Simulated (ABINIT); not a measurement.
# Hubbard response calculation of MnSb (part 4 of 4)

Continued. System: MnSb (P6₃/mmc, 4 atoms in the cell). Method: Kohn-Sham DFT of a periodic cell, LDA, DFT+U, JTH PAW LDA v2.0, spin-polarised (ABINIT 10.8.3); cutoff 598.65 eV, 4×4×2 k-mesh, fermi-dirac of 0.05 eV, collinear spins. The structure derives from an entry of the Crystallography Open Database.

Geometry of the input (Å; fractional positions):
```
4.1500  0.0000  0.0000
-2.0750  3.5940  0.0000
0.0000  0.0000  5.7800
Mn 0.0000  0.0000  0.5000
Mn 0.0000  0.0000  0.0000
Sb 0.6667  0.3333  0.7500
Sb 0.3333  0.6667  0.2500
```

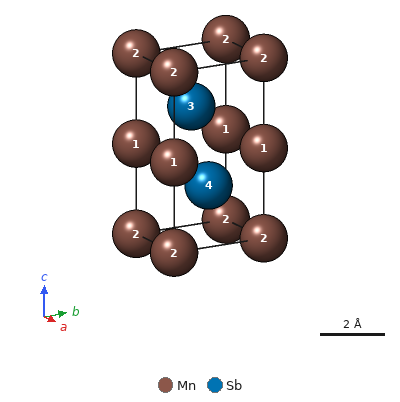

*The structure as given in the input (spheres-only view of the cell of the calculation, seen slightly off an axis; atoms are numbered from 1 in the order of the input).*

What the program printed, continued:
```
 Real(R)+Recip(G) space primitive vectors, cartesian coordinates (Bohr,Bohr^-1):
 R(1)=  7.8423634  0.0000000  0.0000000  G(1)=  0.1275126  0.0736194  0.0000000
 R(2)= -3.9211817  6.7916859  0.0000000  G(2)=  0.0000000  0.1472388  0.0000000
 R(3)=  0.0000000  0.0000000 10.9226170  G(3)=  0.0000000  0.0000000  0.0915532
 Unit cell volume ucvol=  5.8176992E+02 bohr^3
 Angles (23,13,12)=  9.00000000E+01  9.00000000E+01  1.20000000E+02 degrees

 Coarse grid specifications (used for wave-functions):

 getcut: wavevector=  0.0000  0.0000  0.0000  ngfft=  36  36  48
         ecut(hartree)=     22.000   => boxcut(ratio)=   2.08132

 Fine grid specifications (used for densities):

 getcut: wavevector=  0.0000  0.0000  0.0000  ngfft=  48  48  72
         ecut(hartree)=     44.000   => boxcut(ratio)=   2.04976
--------------------------------------------------------------------------------

-inwffil : will read wavefunctions from disk file runi_DS3_WFK

 ******************************************
 DFT+U Method used: FLL
 ******************************************

================================================================================

--- !BeginCycle
iteration_state: {dtset: 3, }
solver: {iscf: 17, nstep: 120, nline: 4, wfoptalg: 10, }
tolerances: {tolvrs: 1.00E-09, }
...

     iter   Etot(hartree)      deltaE(h)  residm     nres2   difmagsph maxmagsph
 ETOT  1  -375.39411409789    -3.754E+02 4.662E-06 1.845E-01 3.002E+00 3.002E+00
 ETOT  2  -375.39677435971    -2.660E-03 2.768E-05 4.115E+00 1.683E-01 3.079E+00
 ETOT  3  -375.39388394128     2.890E-03 6.648E-04 1.304E-02 1.483E-01 2.982E+00
 ETOT  4  -375.39397774706    -9.381E-05 1.365E-05 5.021E-03 6.097E-03 2.979E+00
 ETOT  5  -375.39397450174     3.245E-06 1.402E-06 6.156E-04 6.576E-03 2.973E+00
 ETOT  6  -375.39397444296     5.878E-08 4.583E-07 5.913E-05 1.741E-03 2.974E+00
 ETOT  7  -375.39397447220    -2.924E-08 4.325E-07 2.059E-05 3.383E-04 2.974E+00
 ETOT  8  -375.39397451166    -3.946E-08 1.954E-07 1.252E-05 2.652E-04 2.975E+00
 ETOT  9  -375.39397454585    -3.419E-08 2.036E-07 1.033E-05 2.898E-04 2.975E+00
 ETOT 10  -375.39397456597    -2.012E-08 9.376E-08 1.161E-06 5.272E-04 2.975E+00
 ETOT 11  -375.39397457210    -6.137E-09 1.005E-07 7.086E-07 9.126E-06 2.975E+00
 ETOT 12  -375.39397457676    -4.656E-09 4.616E-08 3.993E-07 1.424E-04 2.976E+00
 ETOT 13  -375.39397457809    -1.330E-09 5.088E-08 8.547E-08 1.895E-05 2.976E+00
 ETOT 14  -375.39397457929    -1.205E-09 2.295E-08 5.671E-08 3.020E-05 2.976E+00
 ETOT 15  -375.39397457959    -2.962E-10 2.592E-08 5.328E-09 2.494E-05 2.976E+00
 ETOT 16  -375.39397457966    -6.708E-11 1.162E-08 1.787E-09 5.956E-06 2.976E+00
 ETOT 17  -375.39397457968    -1.916E-11 1.321E-08 9.893E-10 2.956E-06 2.976E+00

 At SCF step   17       nres2   =  9.89E-10 < tolvrs=  1.00E-09 =>converged.

 Cartesian components of stress tensor (hartree/bohr^3)
  sigma(1 1)=  4.39676457E-04  sigma(3 2)=  7.14217741E-12
  sigma(2 2)=  4.39676423E-04  sigma(3 1)= -5.50680853E-11
  sigma(3 3)=  4.39027990E-04  sigma(2 1)=  3.26323450E-11

--- !ResultsGS
iteration_state: {dtset: 3, }
comment   : Summary of ground state results
lattice_vectors:
- [  7.8423634,   0.0000000,   0.0000000, ]
- [ -3.9211817,   6.7916859,   0.0000000, ]
- [  0.0000000,   0.0000000,  10.9226170, ]
lattice_lengths: [   7.84236,    7.84236,   10.92262, ]
lattice_angles: [ 90.000,  90.000, 120.000, ] # degrees, (23, 13, 12)
lattice_volume:   5.8176992E+02
convergence: {deltae: -1.916E-11, res2:  9.893E-10, residm:  1.321E-08, diffor: null, }
etotal    :  -3.75393975E+02
entropy   :   0.00000000E+00
fermie    :   2.74502770E-01
cartesian_stress_tensor: # hartree/bohr^3
- [  4.39676457E-04,   3.26323450E-11,  -5.50680853E-11, ]
- [  3.26323450E-11,   4.39676423E-04,   7.14217741E-12, ]
- [ -5.50680853E-11,   7.14217741E-12,   4.39027990E-04, ]
pressure_GPa:  -1.2929E+01
xred      :
- [  0.0000E+00,   0.0000E+00,   5.0000E-01, Mn]
- [  0.0000E+00,   0.0000E+00,   0.0000E+00, Mn]
- [  6.6667E-01,   3.3333E-01,   7.5000E-01, Sb]
- [  3.3333E-01,   6.6667E-01,   2.5000E-01, Sb]
cartesian_forces: # hartree/bohr
- [ -1.41254554E-09,   3.57135820E-09,  -1.24563860E-08, ]
- [  6.06290601E-09,   4.61010495E-09,   1.19580813E-08, ]
- [ -4.38847235E-09,  -4.85212604E-09,   6.93778463E-05, ]
- [ -2.61888125E-10,  -3.32933711E-09,  -6.93773480E-05, ]
force_length_stats: {min:   1.30350081E-08, max:   6.93778466E-05, mean:   3.46956018E-05, }
...

 Integrated electronic and magnetization densities in atomic spheres:
 ------------------------------------------------------------------------------------------------------------
 Radius=ratsph(iatom), smearing ratsm=  0.0000. Diff(up-dn)=approximate z local magnetic moment.
    Atom    Radius    up_density   dn_density  Total(up+dn)  Diff(up-dn)
    1 Mn   2.11192     8.051282     5.075719     13.127001     2.975563
    2 Mn   2.11192     8.049633     5.085894     13.135527     2.963738
    3 Sb   2.40089     6.179528     6.313892     12.493420    -0.134364
    4 Sb   2.40089     6.179528     6.313892     12.493420    -0.134364
 ------------------------------------------------------------------------------------------------------------
  Sum:                28.459971    22.789397     51.249368     5.670574
 Total magnetization (from the atomic spheres):                5.670574
 Total magnetization (exact up - dn):                          5.917473

 ---------- DFT+U DATA ---------------------------------------------------

 ====== For Atom     1, occupations for correlated orbitals. lpawu =   2

 Atom   1. Occ. for lpawu and for spin  1 =   3.87226
 Atom   1. Occ. for lpawu and for spin  2 =   0.92756
 => On atom   1,  local Mag. for lpawu is       -2.944709

 == Occupation matrix for correlated orbitals:

 Occupation matrix for spin  1
     0.78736   -0.00000    0.00000   -0.06037   -0.00000
    -0.00000    0.75238   -0.00000   -0.00000   -0.06037
     0.00000   -0.00000    0.79278   -0.00000   -0.00000
    -0.06037   -0.00000   -0.00000    0.75238   -0.00000
    -0.00000   -0.06037   -0.00000   -0.00000    0.78736

 Occupation matrix for spin  2
     0.15225    0.00000    0.00000    0.03975    0.00000
     0.00000    0.19056    0.00000    0.00000    0.03975
     0.00000    0.00000    0.24194   -0.00000   -0.00000
     0.03975    0.00000   -0.00000    0.19056   -0.00000
     0.00000    0.03975   -0.00000   -0.00000    0.15225

 ====== For Atom     2, occupations for correlated orbitals. lpawu =   2

 Atom   2. Occ. for lpawu and for spin  1 =   3.87319
 Atom   2. Occ. for lpawu and for spin  2 =   0.93907
 => On atom   2,  local Mag. for lpawu is       -2.934122

 == Occupation matrix for correlated orbitals:

 Occupation matrix for spin  1
     0.78772   -0.00000    0.00000    0.06026    0.00000
    -0.00000    0.75262    0.00000    0.00000    0.06026
     0.00000    0.00000    0.79252   -0.00000   -0.00000
     0.06026    0.00000   -0.00000    0.75262   -0.00000
     0.00000    0.06026   -0.00000   -0.00000    0.78772

 Occupation matrix for spin  2
     0.15348   -0.00000   -0.00000   -0.03915   -0.00000
    -0.00000    0.19311    0.00000   -0.00000   -0.03915
    -0.00000    0.00000    0.24591   -0.00000    0.00000
    -0.03915   -0.00000   -0.00000    0.19311   -0.00000
    -0.00000   -0.03915    0.00000   -0.00000    0.15348

 ---------- calculate U, (J) start ----------

 All pawujat  ok and equal to   1
 macro_uj=1 and nspden=2: standard determination of Hubbard U-parameter

*********************************************************************
************************  Linear Response U  ************************

 Info printed for perturbed atom:    1

  Perturbations           Occupations
 --------------- -----------------------------
    alpha [eV]     Unscreened      Screened
 --------------- -----------------------------
   0.0000000000   4.8115742726   4.8115742726
   0.1000000000   4.7722523170   4.7998203877

                    Scalar response functions:
                    Chi0 [eV^-1]:     -0.87382
                    Chi [eV^-1]:      -0.11754

 The scalar U from the two-point regression scheme is   7.36343 eV.
*********************************************************************
*********************************************************************
Note: For more reliable linear regressions of the response
matrices, it is advised that you have more than two points.
See the LRUJ protocol for more information.

 URES      ii    nat       r_max    U(J)[eV]   U_ASA[eV]   U_inf[eV]
 URES       1      2     5.46130     4.01315     3.08890     2.57971
 URES       2     16    14.00650     6.75709     5.20089     4.34355
 URES       3     54    20.57410     7.06400     5.43712     4.54084
 URES       4    128    28.01300     7.13660     5.49300     4.58751
 URES       5    250    34.72480     7.16215     5.51267     4.60394

 ---------- calculate U, (J) end --------------

================================================================================

 ----iterations are completed or convergence reached----

 Mean square residual over all n,k,spin=   10.392E-12; max=  13.214E-09
 reduced coordinates (array xred) for    4 atoms
       0.000000000000      0.000000000000      0.500000000000
       0.000000000000      0.000000000000      0.000000000000
       0.666666666667      0.333333333333      0.750000000000
       0.333333333333      0.666666666667      0.250000000000
 rms dE/dt=  3.0936E-04; max dE/dt=  7.5778E-04; dE/dt below (all hartree)
    1      -0.000000003524     -0.000000053172      0.000000130475
    2      -0.000000062149     -0.000000030914     -0.000000136195
    3       0.000000019814     -0.000000007632     -0.000757793224
    4      -0.000000012548     -0.000000001793      0.000757776619

 cartesian coordinates (angstrom) at end:
    1      0.00000000000000     0.00000000000000     2.88999999802961
    2      0.00000000000000     0.00000000000000     0.00000000000000
    3      2.07499999859310     1.19800180777773     4.33499999704442
    4     -0.00000000000000     2.39600361555546     1.44499999901481

 cartesian forces (hartree/bohr) at end:
    1     -0.00000000141255     0.00000000357136    -0.00000001245639
    2      0.00000000606291     0.00000000461010     0.00000001195808
    3     -0.00000000438847    -0.00000000485213     0.00006937784629
    4     -0.00000000026189    -0.00000000332934    -0.00006937734798
 frms,max,avg= 2.8323286E-05 6.9377846E-05   1.862E-09  4.517E-09  5.110E-10 h/b

 cartesian forces (eV/Angstrom) at end:
    1     -0.00000007263601     0.00000018364662    -0.00000064053312
    2      0.00000031176716     0.00000023706113     0.00000061490927
    3     -0.00000022566432    -0.00000024950635     0.00356755229568
    4     -0.00000001346683    -0.00000017120140    -0.00356752667182
 frms,max,avg= 1.4564419E-03 3.5675523E-03   9.574E-08  2.323E-07  2.627E-08 e/A
 length scales=  7.842363417200  7.842363417200 10.922617000300 bohr
              =  4.149999997186  4.149999997186  5.779999996059 angstroms
 Fermi (or HOMO) energy (hartree) =   0.27450   Average Vxc (hartree)=  -0.38217
 Magnetization (Bohr magneton)=  5.91747128E+00
 Total spin up =  3.29587356E+01   Total spin down =  2.70412644E+01
 Eigenvalues (hartree) for nkpt=  20  k points, SPIN UP:
 kpt#   1, nband= 38, wtk=  0.03125, kpt=  0.0000  0.0000  0.0000 (reduced coord)
  -2.67596   -2.67185   -1.54383   -1.54383   -1.53992   -1.53992   -1.53565   -1.53051
  -0.79106   -0.79106   -0.79042   -0.79035   -0.79023   -0.79023   -0.78984   -0.78984
  -0.78979   -0.78979   -0.15936   -0.05309    0.06402    0.13215    0.13215    0.15893
   0.17455    0.17455    0.18459    0.18459    0.21243    0.21243    0.26006    0.28367
   0.28367    0.35312    0.35312    0.35823    0.37800    0.42389
      occupation numbers for kpt#   1
   1.00000    1.00000    1.00000    1.00000    1.00000    1.00000    1.00000    1.00000
   1.00000    1.00000    1.00000    1.00000    1.00000    1.00000    1.00000    1.00000
   1.00000    1.00000    1.00000    1.00000    1.00000    1.00000    1.00000    1.00000
   1.00000    1.00000    1.00000    1.00000    1.00000    1.00000    0.99962    0.00675
   0.00675    0.00000    0.00000    0.00000    0.00000    0.00000
 prteigrs : prtvol=0 or 1, do not print more k-points.

 Eigenvalues (hartree) for nkpt=  20  k points, SPIN DOWN:
 kpt#   1, nband= 38, wtk=  0.03125, kpt=  0.0000  0.0000  0.0000 (reduced coord)
  -2.55941   -2.55583   -1.42899   -1.42899   -1.42569   -1.42554   -1.42554   -1.42070
  -0.79225   -0.79225   -0.79177   -0.79170   -0.79141   -0.79141   -0.79109   -0.79109
  -0.79104   -0.79104   -0.15777   -0.05532    0.07689    0.17705    0.17705    0.23376
   0.26025    0.26025    0.27417    0.27417    0.28750    0.28750    0.31198    0.31198
   0.35526    0.35719    0.38279    0.40595    0.40595    0.45410
      occupation numbers for kpt#   1
   1.00000    1.00000    1.00000    1.00000    1.00000    1.00000    1.00000    1.00000
   1.00000    1.00000    1.00000    1.00000    1.00000    1.00000    1.00000    1.00000
   1.00000    1.00000    1.00000    1.00000    1.00000    1.00000    1.00000    1.00000
   0.99957    0.99957    0.54469    0.54469    0.00085    0.00085    0.00000    0.00000
   0.00000    0.00000    0.00000    0.00000    0.00000    0.00000
 prteigrs : prtvol=0 or 1, do not print more k-points.

--- !EnergyTerms
iteration_state     : {dtset: 3, }
comment             : Components of total free energy in Hartree
kinetic             :  3.37722679165076E+01
hartree             :  1.00019586807061E+02
xc                  : -1.21158414630150E+01
Ewald energy        : -2.40420485721063E+02
psp_core            :  1.09219475433627E+01
local_psp           : -2.83901276718312E+02
PAW spherical_terms :  1.63135549482805E+01
internal            : -3.75410246687178E+02
'-kT*entropy'       : -1.36599035856775E-03
total_energy        : -3.75411612677536E+02
total_energy_eV     : -1.02154703937951E+04
...

--- !EnergyTermsDC
iteration_state     : {dtset: 3, }
comment             : '"Double-counting" decomposition of free energy'
band_energy         : -4.08909223551702E+01
Ewald energy        : -2.40420485721063E+02
psp_core            :  1.09219475433627E+01
xc_dc               : -9.70790087298630E+01
PAW spherical_terms : -7.92413932658440E+00
internal            : -3.75392608589318E+02
'-kT*entropy'       : -1.36599035856775E-03
total_energy_dc     : -3.75393974579676E+02
total_energy_dc_eV  : -1.02149904367015E+04
...

--- !EnergyTermsWithPAWCore
iteration_state     : {dtset: 3, }
comment             : 'Components of total free energy, including PAW core contributions'
Total energy        : -1.52653066303244E+04
Total energy DC     : -1.52652889922265E+04
Total energy (eV)   : -4.15390154881092E+05
Total energy DC (eV): -4.15389674923998E+05
...

 Cartesian components of stress tensor (hartree/bohr^3)
  sigma(1 1)=  4.39676457E-04  sigma(3 2)=  7.14217741E-12
  sigma(2 2)=  4.39676423E-04  sigma(3 1)= -5.50680853E-11
  sigma(3 3)=  4.39027990E-04  sigma(2 1)=  3.26323450E-11

-Cartesian components of stress tensor (GPa)         [Pressure= -1.2929E+01 GPa]
- sigma(1 1)=  1.29357280E+01  sigma(3 2)=  2.10130114E-07
- sigma(2 2)=  1.29357270E+01  sigma(3 1)= -1.62015901E-06
- sigma(3 3)=  1.29166494E+01  sigma(2 1)=  9.60076737E-07

== END DATASET(S) ==============================================================
================================================================================

 -outvars: echo values of variables after computation  --------
            acell      7.8423634172E+00  7.8423634172E+00  1.0922617000E+01 Bohr
           etotal1    -3.7542933902E+02
           etotal2    -3.7540279948E+02
           etotal3    -3.7539397458E+02
            fcart1    -1.0743971205E-08 -1.4974438191E-09  8.6904461229E-09
                       6.8583973529E-10 -8.6637807548E-09 -9.1481526342E-09
                       4.0708706776E-09  2.2601728589E-09 -7.9365226302E-05
                       5.9872607916E-09  7.9010517150E-09  7.9365684009E-05
            fcart2     5.5378636724E-10  4.1036863018E-10  2.5270374382E-08
                      -5.2480871827E-09  2.0934445142E-09 -2.4429540394E-08
                       4.2411956913E-10 -2.1510403253E-09  3.5040561166E-05
                       4.2701812464E-09 -3.5277281906E-10 -3.5041402000E-05
            fcart3    -1.4125455387E-09  3.5713582041E-09 -1.2456385970E-08
                       6.0629060144E-09  4.6101049518E-09  1.1958081321E-08
                      -4.3884723510E-09 -4.8521260432E-09  6.9377846289E-05
                      -2.6188812465E-10 -3.3293371128E-09 -6.9377347985E-05
            rprim      1.0000000000E+00  0.0000000000E+00  0.0000000000E+00
                      -5.0000000000E-01  8.6602540380E-01  0.0000000000E+00
                       0.0000000000E+00  0.0000000000E+00  1.0000000000E+00
           strten1     4.4486840614E-04  4.4486839202E-04  4.4187519164E-04
                      -1.9033326951E-13 -1.9670699668E-11 -1.0995758334E-11
           strten2     4.4101156757E-04  4.4101155866E-04  4.3974386446E-04
                      -5.3736426699E-13  2.1238847926E-11  1.6525325293E-11
           strten3     4.3967645693E-04  4.3967642285E-04  4.3902798980E-04
                       7.1421774103E-12 -5.5068085303E-11  3.2632345035E-11
           xangst      0.0000000000E+00  0.0000000000E+00  2.8899999980E+00
                       0.0000000000E+00  0.0000000000E+00  0.0000000000E+00
                       2.0749999986E+00  1.1980018078E+00  4.3349999970E+00
                      -8.1421037665E-17  2.3960036156E+00  1.4449999990E+00
             xred      0.0000000000E+00  0.0000000000E+00  5.0000000000E-01
                       0.0000000000E+00  0.0000000000E+00  0.0000000000E+00
                       6.6666666667E-01  3.3333333333E-01  7.5000000000E-01
                       3.3333333333E-01  6.6666666667E-01  2.5000000000E-01
 Calculation completed.
```

File lruj.log:
```
.Version 10.8.3 of LRUJ
--------------------------------------------------------|---------------------------------------
 Linear:        -0.8811386    -0.1175705     7.3706415  |    0.0003590    0.0000018    0.0004810
 Quadratic:     -0.8806397    -0.1175688     7.3701176  |    0.0000336    0.0000014    0.0001102
*************************************************************************************************
*************************************************************************************************
```

Key numbers:

| quantity | value |
| --- | --- |
| outcome | converged |
| space group (tolerance 0.01 Å) | P6₃/mmc (194) |
| electrons treated | 60 |
| free energy | −10215.4710 eV |
| Fermi energy of the self-consistent step | 7.459 eV |
| gap on the k-point mesh | none (metallic) |
| net moment of the cell | 5.91 μB |
| pressure | −12.99 GPa |
| largest force (length of the vector) | under 0.001 eV/Å |
| wall time | 16 min |
| peak memory | 0.22 GiB |

Notes:

Points of doubt noted for this run: cell small for linear response; cutoff too low for stress. The k-point mesh is coarse for a cell of this size, so the results may not be converged.
